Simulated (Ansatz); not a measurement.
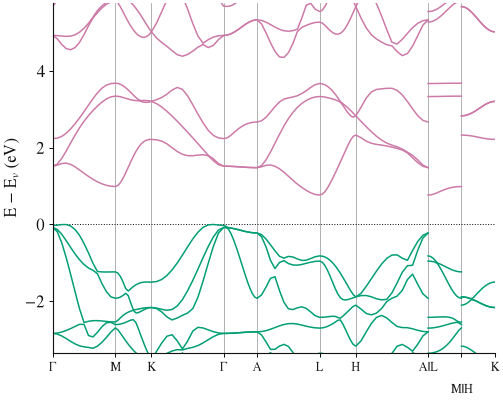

Band structure. Energies are counted from the top of the valence band.

System: ZrS2, space group P-3m1 (No. 164), 3 atoms in the cell; a = 3.63 Å, b = 3.63 Å, c = 5.89 Å, α = 90.00°, β = 90.00°, γ = 120.00°.

Level of theory: DFT PBEsol, scalar-relativistic, plane waves, PAW, no spin polarisation, 12×12×6 k mesh; code Ansatz 0.2.0.

Read off the fundamental gap and say whether it is direct.

The bands leave a gap. The gap along this path is 0.77 eV and indirect, from the valence-band top between K and Γ to the conduction-band bottom at L; the smallest direct gap is 1.54 eV, at Γ.

How much do the top valence band and the lowest conduction band disperse along the path?

The top valence band spans 1.9 eV and the lowest conduction band 1.6 eV.

What are the direct gaps at H, L and K?

The direct gaps are 4.22 eV at H, 1.58 eV at L and 3.72 eV at K.
